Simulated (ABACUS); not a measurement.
# Single-point calculation at one volume of an equation of state, with input and output: C (part 2 of 2)

The same run, continued: C (Fd-3m, 2 atoms in the cell); Kohn-Sham DFT of a periodic cell, r2SCAN, SG15 ONCV 1.2 PBE, no spin polarisation (ABACUS 3.10.1); cutoff 1292.54 eV, 8×8×8 k-mesh, fermi-dirac of 0.05 eV. The structure derives from an entry of the Crystallography Open Database. It belongs to a series of runs on one base structure; here: volume scaled by 1.06.

Geometry of the input (Å; fractional positions):
```
2.5715  0.0000  0.0000
1.2858  2.2270  0.0000
1.2858  0.7423  2.0996
C  0.7500  0.7500  0.7500
C  0.5000  0.5000  0.5000
```

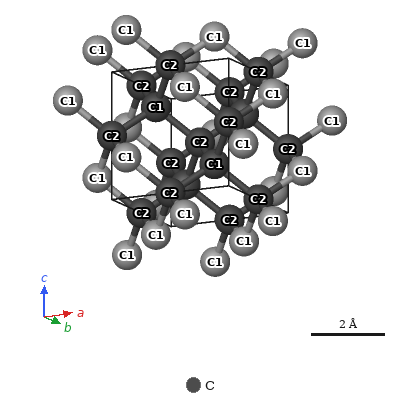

Figure 1. The structure (ball-and-stick view of the cell 4 times as large as that of the calculation, set on its symmetry axes, seen at an oblique angle; neighbours outside the cell are drawn fainter; atoms are numbered from 1 in the order of the input). An atom can appear more than once, as a periodic image.

### What the program printed, continued
```
[... K-POINTS CARTESIAN COORDINATES: 8 rows ...]

[... K-POINTS DIRECT COORDINATES: 8 rows ...]

 SETUP PLANE WAVES FOR WAVE FUNCTIONS
     energy cutoff for wavefunc (unit:Ry) = 95
              fft grid for wave functions = [ 32, 32, 32 ]
                    number of plane waves = 1639
                         number of sticks = 187

 PARALLEL PW FOR WAVE FUNCTIONS
     PROC   COLUMNS(POT)             PW
        1            187           1639
 --------------- sum -------------------
        1            187           1639

 SETUP NONLOCAL PSEUDOPOTENTIALS IN PLANE WAVE BASIS
 C non-local projectors:
 projector 1 L=0
 projector 2 L=0
 projector 3 L=1
 projector 4 L=1
      TOTAL NUMBER OF NONLOCAL PROJECTORS = 16

 Init Non-Local PseudoPotential table :
 Init Non-Local-Pseudopotential done.

                                     npwx = 1287

 -------------------------------------------
 SELF-CONSISTENT
 -------------------------------------------
                                 init_chg = atomic

 PW ALGORITHM --------------- ION=   1  ELEC=   1--------------------------------

 Density error is 0.0906487252201
                          Error Threshold = 0.01
----------------------------------------------------------
     Energy           Rydberg                 eV
----------------------------------------------------------
 E_KohnSham     -22.7267359472       -309.2131058231
 E_Harris       -22.1435800478       -301.2788627699
 E_Fermi        1.0143556033         13.8010160035
----------------------------------------------------------

 PW ALGORITHM --------------- ION=   1  ELEC=   2--------------------------------

 Density error is 0.00607341090409
                          Error Threshold = 0.00113310906525
----------------------------------------------------------
     Energy           Rydberg                 eV
----------------------------------------------------------
 E_KohnSham     -22.7430682822       -309.4353186410
 E_Harris       -22.6142649364       -307.6828592162
 E_Fermi        1.0591710406         14.4107613087
----------------------------------------------------------

 PW ALGORITHM --------------- ION=   1  ELEC=   3--------------------------------

 Density error is 3.99669796433e-05
                          Error Threshold = 7.59176363012e-05
----------------------------------------------------------
     Energy           Rydberg                 eV
----------------------------------------------------------
 E_KohnSham     -22.7435875053       -309.4423830334
 E_Harris       -22.7430531896       -309.4351132954
 E_Fermi        1.0809172141         14.7066331775
----------------------------------------------------------

 PW ALGORITHM --------------- ION=   1  ELEC=   4--------------------------------

 Density error is 1.64724797495e-06
                          Error Threshold = 4.99587245541e-07
----------------------------------------------------------
     Energy           Rydberg                 eV
----------------------------------------------------------
 E_KohnSham     -22.7436050133       -309.4426212418
 E_Harris       -22.7457326990       -309.4715698916
 E_Fermi        1.0818230754         14.7189580527
----------------------------------------------------------

 PW ALGORITHM --------------- ION=   1  ELEC=   5--------------------------------

 Density error is 1.56350551772e-08
                          Error Threshold = 2.05905996868e-08
----------------------------------------------------------
     Energy           Rydberg                 eV
----------------------------------------------------------
 E_KohnSham     -22.7436051935       -309.4426236933
 E_Harris       -22.7433433415       -309.4390610146
 E_Fermi        1.0814545947         14.7139446165
----------------------------------------------------------

 PW ALGORITHM --------------- ION=   1  ELEC=   6--------------------------------

 Density error is 1.59229094591e-09
                          Error Threshold = 1.95438189715e-10
----------------------------------------------------------
     Energy           Rydberg                 eV
----------------------------------------------------------
 E_KohnSham     -22.7436051998       -309.4426237798
 E_KS(sigma->0) -22.7436051998       -309.4426237798
 E_Harris       -22.7436641752       -309.4434261807
 E_band         1.8295826933         24.8927495907
 E_one_elec     7.3324959595         99.7637256118
 E_Hartree      1.9926538467         27.1114464564
 E_xc           -6.9860099035        -95.0495409718
 E_Ewald        -25.0827451025       -341.2682548762
 E_entropy(-TS) -0.0000000000        -0.0000000000
 E_descf        0.0000000000         0.0000000000
 E_exx          0.0000000000         0.0000000000
 E_Fermi        1.0814958565         14.7145060112
----------------------------------------------------------

 charge density convergence is achieved
 final etot is -309.44262378 eV
 EFERMI = 14.714506011 eV

 STATE ENERGY(eV) AND OCCUPATIONS    NSPIN == 1
 1/8 kpoint (Cartesian) = 0.0000 0.0000 0.0000 (1243 pws)
       1       -9.70035     0.00390625
       2        12.3338     0.00390625
       3        12.3338     0.00390625
       4        12.3338     0.00390625
       5        18.0131    8.72761e-32
       6        18.0131    8.72761e-32
       7        18.0131    8.72761e-32
       8        24.3927    3.37148e-87

 2/8 kpoint (Cartesian) = 0.048609 0.028065 0.019845 (1279 pws)
       1       -9.26658      0.0312500
       2        9.82883      0.0312500
       3        11.6772      0.0312500
       4        11.6772      0.0312500
       5        18.8775    2.16660e-38
       6        18.8775    2.16660e-38
       7        19.2003    3.40202e-41
       8        25.0140        0.00000

 3/8 kpoint (Cartesian) = 0.097218 0.056129 0.039689 (1278 pws)
       1       -7.98197      0.0312500
       2        5.54843      0.0312500
       3        10.5725      0.0312500
       4        10.5725      0.0312500
       5        20.1066    4.57212e-49
       6        20.2441    2.91957e-50
       7        20.2441    2.91957e-50
       8        26.6107        0.00000

 4/8 kpoint (Cartesian) = 0.14583 0.084194 0.059534 (1272 pws)
       1       -5.93757      0.0312500
       2        1.42925      0.0312500
       3        9.77972      0.0312500
       4        9.77972      0.0312500
       5        20.3625    2.73386e-51
       6        20.8805    8.65719e-56
       7        20.8805    8.65719e-56
       8        28.0298        0.00000

 5/8 kpoint (Cartesian) = 0.19444 0.11226 0.079378 (1260 pws)
       1       -4.10542      0.0156250
       2       -1.12730      0.0156250
       3        9.50317      0.0156250
       4        9.50317      0.0156250
       5        20.4142    4.85931e-52
       6        20.9730    6.81527e-57
       7        20.9730    6.81527e-57
       8        28.4551        0.00000

 6/8 kpoint (Cartesian) = 0.048609 0.028065 -0.039689 (1287 pws)
       1       -9.12201      0.0234375
       2        10.6076      0.0234375
       3        10.6076      0.0234375
       4        10.8448      0.0234375
       5        17.5660    4.00093e-27
       6        20.2439    2.19822e-50
       7        20.2439    2.19822e-50
       8        24.7463        0.00000

[... levels at 2 further k points ...]

------------------------------------------------------------------------------------------
 TOTAL-FORCE (eV/Angstrom)
------------------------------------------------------------------------------------------
                        C1         0.0000000000         0.0000000000         0.0000000000
                        C2         0.0000000000         0.0000000000         0.0000000000
------------------------------------------------------------------------------------------

----------------------------------------------------------------
 TOTAL-STRESS (KBAR)
----------------------------------------------------------------
      -249.2817392042         0.0000000000         0.0000000000
        -0.0000000000      -249.2817392123        -0.0000000000
         0.0000000000         0.0000000000      -249.2817392055
----------------------------------------------------------------
 TOTAL-PRESSURE: -249.281739 KBAR

 --------------------------------------------
 !FINAL_ETOT_IS -309.4426237798478496 eV
 --------------------------------------------
```

### Standard output
```
ABACUS v3.10.1

               Atomic-orbital Based Ab-initio Computation at UStc

 dft_functional readin is: MGGA_X_R2SCAN+MGGA_C_R2SCAN
 dft_functional in pseudopot file is: PBE
 Please make sure this is what you need
 UNIFORM GRID DIM        : 32 * 32 * 32
 UNIFORM GRID DIM(BIG)   : 32 * 32 * 32
func,idMGGA_X_R2SCAN 497
func,idMGGA_C_R2SCAN 498
 ---------------------------------------------------------
 Self-consistent calculations for electrons
 ---------------------------------------------------------
 SPIN    KPOINTS         PROCESSORS  THREADS
 1       29              4           4
 ---------------------------------------------------------
 Use plane wave basis
 ---------------------------------------------------------
 ELEMENT NATOM       XC
 C       2
 ---------------------------------------------------------
 Initial plane wave basis and FFT box
 ---------------------------------------------------------
 -------------------------------------------
 SELF-CONSISTENT :
 -------------------------------------------
 START CHARGE      : atomic
 ITER       ETOT/eV          EDIFF/eV         DRHO         DKIN     TIME/s
 DA1     -3.09213106e+02   0.00000000e+00   9.0649e-02   2.2343e-01   0.52
 DA2     -3.09435319e+02  -2.22212818e-01   6.0734e-03   1.4433e-02   0.21
 DA3     -3.09442383e+02  -7.06439236e-03   3.9967e-05   3.1097e-03   0.24
 DA4     -3.09442621e+02  -2.38208473e-04   1.6472e-06   3.4462e-04   0.27
 DA5     -3.09442624e+02  -2.45150027e-06   1.5635e-08   1.0154e-04   0.22
 DA6     -3.09442624e+02  -8.65024708e-08   1.5923e-09   9.4579e-05   0.28
----------------------------------------------------------------
 TOTAL-STRESS (KBAR)
----------------------------------------------------------------
      -249.2817392042         0.0000000000         0.0000000000
        -0.0000000000      -249.2817392123        -0.0000000000
         0.0000000000         0.0000000000      -249.2817392055
----------------------------------------------------------------
 TOTAL-PRESSURE: -249.281739 KBAR
```

### Summary

| quantity | value |
| --- | --- |
| outcome | converged |
| space group (tolerance 0.01 Å) | Fd-3m (227) |
| electrons treated | 8 |
| free energy | −309.4426 eV |
| Fermi energy | 14.715 eV |
| gap on the k-point mesh | 4.12 eV |
| pressure | −24.93 GPa |
| largest force (length of the vector) | under 0.001 eV/Å |
| wall time | 2.3 s (CPU time 8.4 s) |
| peak memory | 0.36 GiB |

### Remarks

The cell is under a tension of 25 GPa at this level, so it is not at its equilibrium volume.
